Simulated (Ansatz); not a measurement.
# What a change does: single-point calculation on SiC

System: SiC (Cmc2₁, 8 atoms in the cell).
Method of run 1: DFT LDA, scalar-relativistic, plane waves, PAW, PAW set soft_1, no spin polarisation (Ansatz 0.2.0).

The structure derives from a Materials Project entry. Text and figures count atoms from 1; the logs count them from 0 in places.

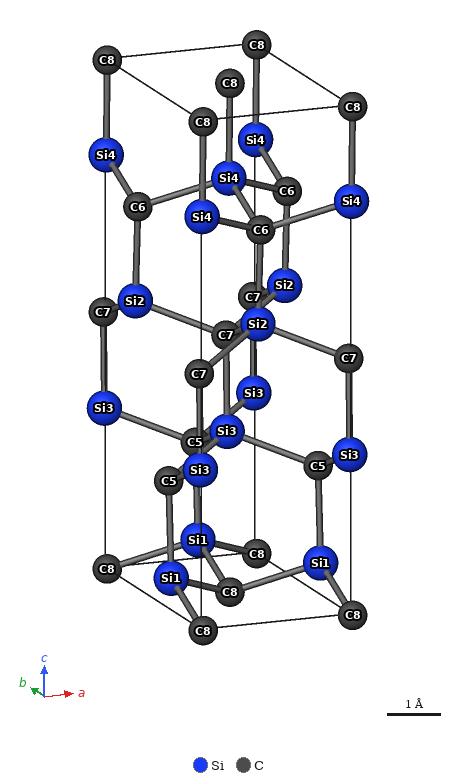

The structure (ball-and-stick view of the cell 2 times as large as that of the calculation, set on its symmetry axes, seen slightly off an axis; atoms are numbered from 1 in the order of the input). An atom can appear more than once, as a periodic image. Near neighbours in the periodic cell (some may lie outside the picture): Si has 4 C at 1.74 to 1.89 Å; C has 4 Si at 1.74 to 1.89 Å.

**Input file, run 1**
```yaml
crystal:
  lattice:
    - [3.0584677755, 0.0, 0.0]
    - [-1.5292338877, 2.463301035, 0.0]
    - [0.0, 0.0, 10.0120151167]
  atoms:
    - { symbol: Si, position: [0.6873371001, 0.3746742001, 0.9378428256] }
    - { symbol: Si, position: [0.3126628999, 0.6253257999, 0.4378428256] }
    - { symbol: Si, position: [-0.0090300749, -0.0180601498, 0.6879007609] }
    - { symbol: Si, position: [0.0090300749, 0.0180601498, 0.1879007609] }
    - { symbol: C, position: [0.6604006245, 0.3208012491, 0.7498079005] }
    - { symbol: C, position: [0.3395993755, 0.6791987509, 0.2498079005] }
    - { symbol: C, position: [-0.020453165, -0.0409063301, 0.500447513] }
    - { symbol: C, position: [0.020453165, 0.0409063301, 0.000447513] }
basis:
  ecutwfc: 520.0
kpoints:
  mp_grid: { grid: [12, 12, 4] }
hamiltonian:
  xc: lda
  pseudopotentials: { kind: paw, azcp: { folder: soft_1 } }
scf:
  occupations: { method: gaussian, width: 0.05 }
output:
  forces: true
  stress: true
  eigenvalues: true
```

Launched with:
```bash
ansatz run input.yaml --threads 2 --pin off --max-ram 4096MiB --backend cpu --events-out ev --progress --plain --runs-dir out
```

Hardware: 2 threads of Arm Neoverse N1, 98 GiB of memory available, shared host.

**Output, shortened to warnings, some set-up lines, iterations and results (run 1)**
```
Warning: [file] the record states the generating functional pbe (its physics header spells it `PBE`), which answers neither for hamiltonian.xc's functional nor for the lda family's — results may be inconsistent (PPs are generated against a specific XC)
Warning: [file] the record states the generating functional pbe (its physics header spells it `PBE`), which answers neither for hamiltonian.xc's functional nor for the lda family's — results may be inconsistent (PPs are generated against a specific XC)
Basis set: ecut = 520 eV, 2061 PW (Γ)
Symmetry: 4 space group operations
k-points: 129 of 576 (time reversal used)
Initial density: superposition of atomic densities (chi_scale 0.1, normalization cell, long waves kept (reshape's long-wave potential 0.00 eV rms))
[...]
SCF iter   1: F=—  HF=-3415.358929 eV  |F-HF|=—  |Δ(HF+E_count)|=         —  Δρ=1.59e-1  dr2=2.20e1  ethr=3.10e-3  ⟨swp⟩=6.8  Hψ=18187  notcnv=0  defer=9
SCF iter   2: F=—  HF=-3408.130130 eV  |F-HF|=—  |Δ(HF+E_count)|=    7.23e0  Δρ=3.64e-2  dr2=6.88e-1  ethr=3.10e-3  ⟨swp⟩=4.3  Hψ=8641  notcnv=0  defer=351
SCF iter   3: F=—  HF=-3407.939401 eV  |F-HF|=—  |Δ(HF+E_count)|=   1.91e-1  Δρ=1.25e-2  dr2=5.77e-2  ethr=2.15e-3  ⟨swp⟩=2.7  Hψ=5422  notcnv=0  defer=353
SCF iter   4: F=—  HF=-3407.927051 eV  |F-HF|=—  |Δ(HF+E_count)|=   1.23e-2  Δρ=6.90e-4  dr2=2.61e-4  ethr=1.80e-4  ⟨swp⟩=3.0  Hψ=5400  notcnv=0  defer=353
SCF iter   5: F=—  HF=-3407.927063 eV  |F-HF|=—  |Δ(HF+E_count)|=   1.27e-5  Δρ=1.91e-4  dr2=6.04e-5  ethr=8.15e-7  ⟨swp⟩=2.6  Hψ=5624  notcnv=0  defer=224
SCF iter   6: F=—  HF=-3407.927054 eV  |F-HF|=—  |Δ(HF+E_count)|=   9.40e-6  Δρ=6.42e-5  dr2=9.09e-6  ethr=1.89e-7  ⟨swp⟩=2.0  Hψ=4241  notcnv=0  defer=224
SCF iter   7: F=—  HF=-3407.927052 eV  |F-HF|=—  |Δ(HF+E_count)|=   2.24e-6  Δρ=1.82e-5  dr2=1.25e-7  ethr=2.84e-8  ⟨swp⟩=2.0  Hψ=4011  notcnv=0  defer=224
SCF iter   8: F=-3407.927052 eV  HF=-3407.927052 eV  |F-HF|=2.66e-10  |Δ(HF+E_count)|=   2.04e-8  Δρ=4.18e-6  dr2=6.16e-9  ethr=3.13e-10  ⟨swp⟩=13.6  Hψ=18182  notcnv=0
SCF 1 converged in 8 iterations: F = -3407.927052 eV  dr2 = 6.16e-9
SCF converged after 8 iterations
Free energy (F): -3407.927052 eV
Harris-Foulkes:  -3407.927052 eV  (|F-HF|=2.66e-10)
Internal energy: -3407.927052 eV  (E = F + TS)
E sigma→0 (E₀):  -3407.927052 eV
Fermi energy:    11.560407 eV
--- Per-component energies (eV) ---
  E_band       = 139.005237
  E_kinetic    = 554.049340
  E_local      = -368.312706  (includes V_loc(G=0)·N_el)
  E_nonlocal   = 193.839415
  E_hartree    = 123.884575
  E_xc         = -426.539317
  E_vxc        = -443.672532  (∫ρ·V_xc dr)
  E_paw        = -2312.251920  (= ΣΔE_a)
  E_vpaw       = -44.666882  (= ΣTr[D̂ρ^β])
  E_aug_tail   = 0.000041  (compensation charges beyond the density's cutoff)
  E_ewald      = -1173.185133
  E_core_change = 0.588653  (= ΣΔE_core)
  E_smearing   = -0.000000  (= −TS)
  E_closure    = 0.000000  (closes the sum)
  Σ components = -3407.927052   (vs F -3407.927052, Δ=0.00e0)
--- Forces (eV/Å), atoms counted from 1 ---
  atom   1  Si    -0.00000000    -1.45376443    -0.56862116
  atom   2  Si     0.00000000     1.45376443    -0.56862116
  atom   3  Si     0.00000000     1.33517554    -0.65396879
  atom   4  Si    -0.00000000    -1.33517554    -0.65396879
  atom   5  C     -0.00000000    -1.32384234     0.70385859
  atom   6  C      0.00000000     1.32384234     0.70385859
  atom   7  C     -0.00000000    -0.87204383     0.51871487
  atom   8  C      0.00000000     0.87204383     0.51871487
  max |Σ_I F_I| component: 3.30e-5 eV/Å
--- Stress (GPa, compression-positive) ---
        7.988974       0.000000      -0.000000
        0.000000      51.150167       0.000000
       -0.000000       0.000000       3.507766
  P = ⅓ Tr σ = 20.8823 GPa (208.823 kbar)
```

For run 2 the input was changed thus:
```diff
-basis:
-  ecutwfc: 520.0
+  n_extra_bands: 16
```

What does this change do to the results?

The free energy of run 2 is 1.3 meV per atom higher, which comes mainly from the change of cutoff or grids; a solver setting shouldn't move a converged energy. More plane waves can only lower the energy of a fixed Hamiltonian, so the higher cutoff gives the lower value. The SCF takes 7 iterations against 8. The plane waves at Γ go from 2061 to 1469.

**Output, shortened to warnings, some set-up lines, iterations and results (run 2)**
```
Warning: [file] the record states the generating functional pbe (its physics header spells it `PBE`), which answers neither for hamiltonian.xc's functional nor for the lda family's — results may be inconsistent (PPs are generated against a specific XC)
Warning: [file] the record states the generating functional pbe (its physics header spells it `PBE`), which answers neither for hamiltonian.xc's functional nor for the lda family's — results may be inconsistent (PPs are generated against a specific XC)
Basis set: ecut = 420 eV, 1469 PW (Γ)
Symmetry: 4 space group operations
k-points: 129 of 576 (time reversal used)
Initial density: superposition of atomic densities (chi_scale 0.1, normalization cell, long waves kept (reshape's long-wave potential 0.00 eV rms))
[...]
SCF iter   1: F=—  HF=-3415.345257 eV  |F-HF|=—  |Δ(HF+E_count)|=         —  Δρ=1.58e-1  dr2=2.20e1  ethr=3.10e-3  ⟨swp⟩=6.0  Hψ=22506  notcnv=0  defer=86
SCF iter   2: F=—  HF=-3408.547474 eV  |F-HF|=—  |Δ(HF+E_count)|=    6.80e0  Δρ=4.88e-2  dr2=1.92e0  ethr=3.10e-3  ⟨swp⟩=3.1  Hψ=8920  notcnv=0  defer=1285
SCF iter   3: F=—  HF=-3407.920161 eV  |F-HF|=—  |Δ(HF+E_count)|=   6.27e-1  Δρ=7.33e-3  dr2=2.06e-2  ethr=3.10e-3  ⟨swp⟩=2.1  Hψ=6149  notcnv=0  defer=1286
SCF iter   4: F=—  HF=-3407.916291 eV  |F-HF|=—  |Δ(HF+E_count)|=   3.87e-3  Δρ=5.10e-4  dr2=2.30e-4  ethr=6.44e-5  ⟨swp⟩=2.6  Hψ=5716  notcnv=0  defer=1286
SCF iter   5: F=—  HF=-3407.916312 eV  |F-HF|=—  |Δ(HF+E_count)|=   2.05e-5  Δρ=2.02e-4  dr2=8.96e-5  ethr=7.18e-7  ⟨swp⟩=2.3  Hψ=4993  notcnv=0  defer=1286
SCF iter   6: F=—  HF=-3407.916288 eV  |F-HF|=—  |Δ(HF+E_count)|=   2.36e-5  Δρ=4.77e-5  dr2=9.98e-7  ethr=2.80e-7  ⟨swp⟩=2.1  Hψ=4411  notcnv=0  defer=1286
SCF iter   7: F=-3407.916288 eV  HF=-3407.916288 eV  |F-HF|=6.11e-9  |Δ(HF+E_count)|=   1.46e-7  Δρ=8.42e-6  dr2=2.86e-8  ethr=3.13e-10  ⟨swp⟩=13.9  Hψ=30101  notcnv=0
SCF 1 converged in 7 iterations: F = -3407.916288 eV  dr2 = 2.86e-8
SCF converged after 7 iterations
Free energy (F): -3407.916288 eV
Harris-Foulkes:  -3407.916288 eV  (|F-HF|=6.11e-9)
Internal energy: -3407.916288 eV  (E = F + TS)
E sigma→0 (E₀):  -3407.916288 eV
Fermi energy:    11.560696 eV
--- Per-component energies (eV) ---
  E_band       = 139.006780
  E_kinetic    = 554.166953
  E_local      = -368.293700  (includes V_loc(G=0)·N_el)
  E_nonlocal   = 193.708649
  E_hartree    = 123.883196
  E_xc         = -426.571691
  E_vxc        = -443.714973  (∫ρ·V_xc dr)
  E_paw        = -2312.213407  (= ΣΔE_a)
  E_vpaw       = -44.625127  (= ΣTr[D̂ρ^β])
  E_aug_tail   = 0.000192  (compensation charges beyond the density's cutoff)
  E_ewald      = -1173.185133
  E_core_change = 0.588653  (= ΣΔE_core)
  E_smearing   = -0.000000  (= −TS)
  E_closure    = -0.000000  (closes the sum)
  Σ components = -3407.916288   (vs F -3407.916288, Δ=0.00e0)
--- Forces (eV/Å), atoms counted from 1 ---
  atom   1  Si    -0.00000000    -1.45425261    -0.56908357
  atom   2  Si     0.00000000     1.45425261    -0.56908357
  atom   3  Si     0.00000000     1.33608314    -0.65443117
  atom   4  Si    -0.00000000    -1.33608314    -0.65443117
  atom   5  C     -0.00000000    -1.32469088     0.70430914
  atom   6  C      0.00000000     1.32469088     0.70430914
  atom   7  C     -0.00000000    -0.87294663     0.51918086
  atom   8  C      0.00000000     0.87294663     0.51918086
  max |Σ_I F_I| component: 4.95e-5 eV/Å
--- Stress (GPa, compression-positive) ---
        7.993502       0.000000      -0.000000
        0.000000      51.150166       0.000000
       -0.000000       0.000000       3.511001
  P = ⅓ Tr σ = 20.8849 GPa (208.849 kbar)
```

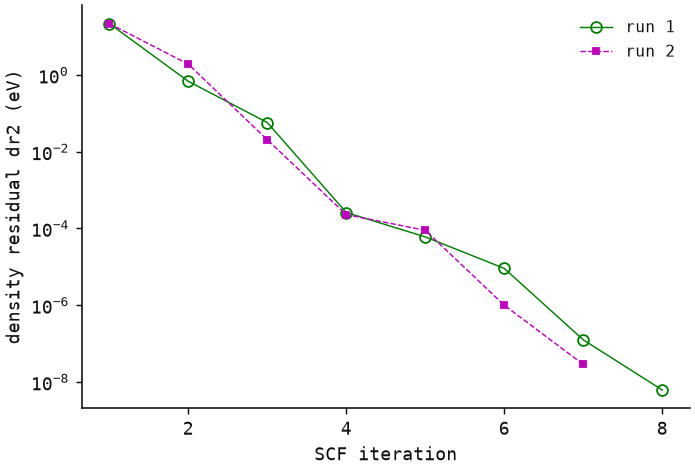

Convergence of the two runs: density residual dr2 against the SCF iteration. Run 1 takes 8 iterations in all, and run 2 takes 7.

**The two runs side by side**

| quantity | run 1 | run 2 |
| --- | --- | --- |
| outcome | converged | converged |
| free energy per atom (eV) | −425.9909 | −425.9895 |
| gap on the mesh (eV) | 1.56 | 1.56 |
| pressure (GPa) | 20.88 | 20.88 |
| largest force (eV/Å) | 1.561 | 1.562 |
| SCF iterations | 8 | 7 |
| irreducible k-points | 129 | 129 |
| plane waves at Γ | 2061 | 1469 |
| wall time (shared host) | 27 s | 25 s |

For both runs: Warnings: the PAW datasets were made with another functional.
